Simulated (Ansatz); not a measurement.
Consider this structure.

```yaml
crystal:
  lattice:
    - [4.99180, 0.00000, 0.00000]
    - [0.00000, 5.30173, 0.00000]
    - [0.00000, 0.00000, 2.87389]
  atoms:
    - { symbol: Ge, position: [0.00000, 0.75000, 0.93594] }
    - { symbol: Ge, position: [0.00000, 0.25000, 0.06406] }
    - { symbol: Ge, position: [0.50000, 0.25000, 0.43594] }
    - { symbol: Ge, position: [0.50000, 0.75000, 0.56406] }
```

**Summarise the structure in words.**

The element is germanium. The lattice is body-centred orthorhombic and the space group Imma (No. 74). The cell holds four atoms. Numbers of contacts at bonding distance: Ge 6.

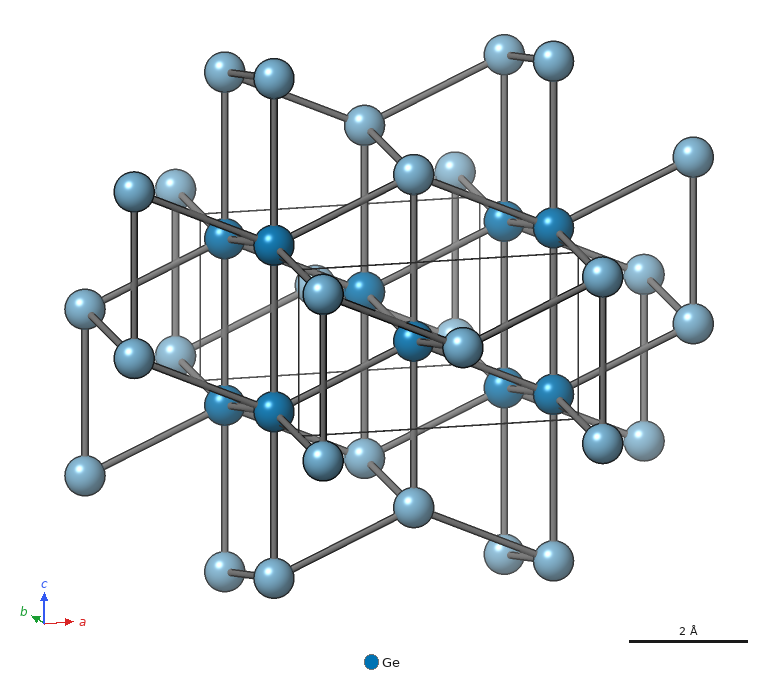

Drawn in the ball-and-stick manner and seen slightly off an axis. One conventional unit cell is outlined, and atoms on its boundary appear in each equivalent place. Bonds that leave the box are completed with the atoms at their other ends, in fainter colours. Colours: germanium blue.

The initial geometry was a structure listed in the Materials Project. Earlier steps of the study may have refined or changed the cell and positions. Ansatz was used for an electronic-structure calculation on it.
